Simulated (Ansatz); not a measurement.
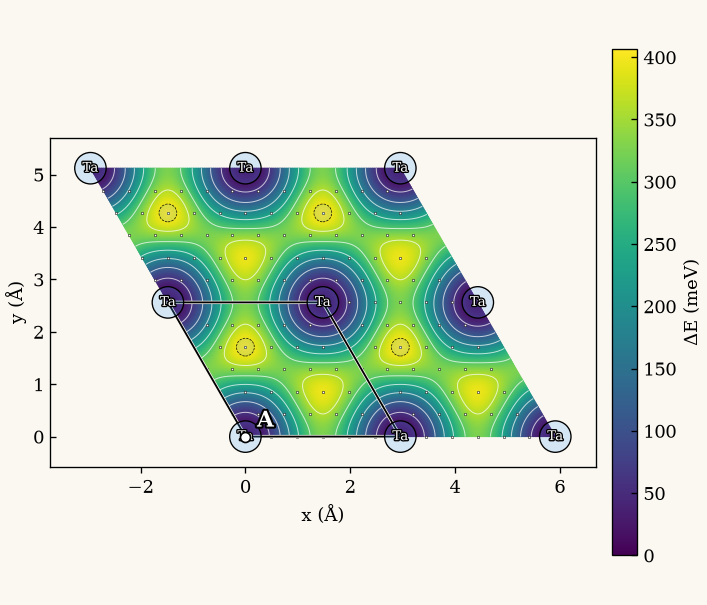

N on a Ta(111) slab cut from the Fm-3m phase, its upper half relaxed before the scan (12 atoms of substrate and one adsorbate in a 2 × 2 cell). N is moved over the surface cell at a fixed height above a rigid substrate; the origin of the map has the adsorbate above Ta9; the height is held at 2.50 Å. Places are given modulo a cell vector. The map is drawn in real space over the plane of the surface. The scan uses a 6 × 6 grid; 10 points were computed and 26 follow by symmetry. Places are given in fractions of the 1 × 1 surface cell. Energies: meV, counted from the lowest grid point. The runs have no spin polarisation, so an open-shell adsorbate far from the surface lies too high. At a fixed height the lowest place need not be the adsorption site. All numbers below come from DFT PBE+D3(BJ), scalar-relativistic, plane waves, PAW in Ansatz. Settings: cutoff 420 eV, k-mesh 6×6×1, gaussian smearing 0.1 eV, no spin polarisation.

In the figure: a smooth colour map with a few white contour lines, dots at the grid points, labelled circles for the atoms of the top layer and small ones for the second layer, the outline of one cell of the 2 × 2 shown, the point A. Between grid points the surface is interpolated.

What is the easiest way out of the well at A, and how high is the barrier?

The easiest path leads from the well at the top site over a surface Ta atom, (0/6, 0/6) of the cell vectors to its copy one period on. Its highest point lies about 330 meV above the bottom of the first well on the interpolated surface, at a bridge site between two Ta atoms, (0/6, 3/6) of the cell vectors. This is the barrier on the constrained surface; relaxing the other coordinates would change it.

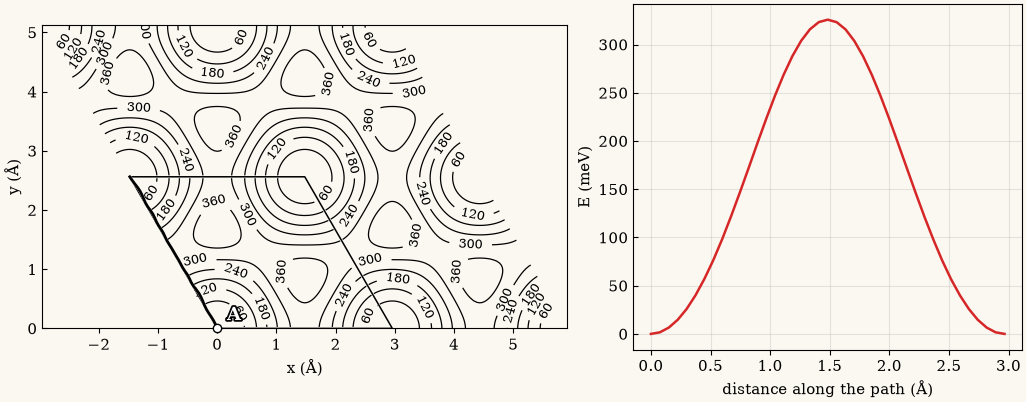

In the figure: contour lines labelled in meV, a line along the lowest path, the outline of one cell of the 2 × 2 shown, the energy along the path at the right. Between grid points the surface is interpolated.

PAW datasets: the set soft_1.
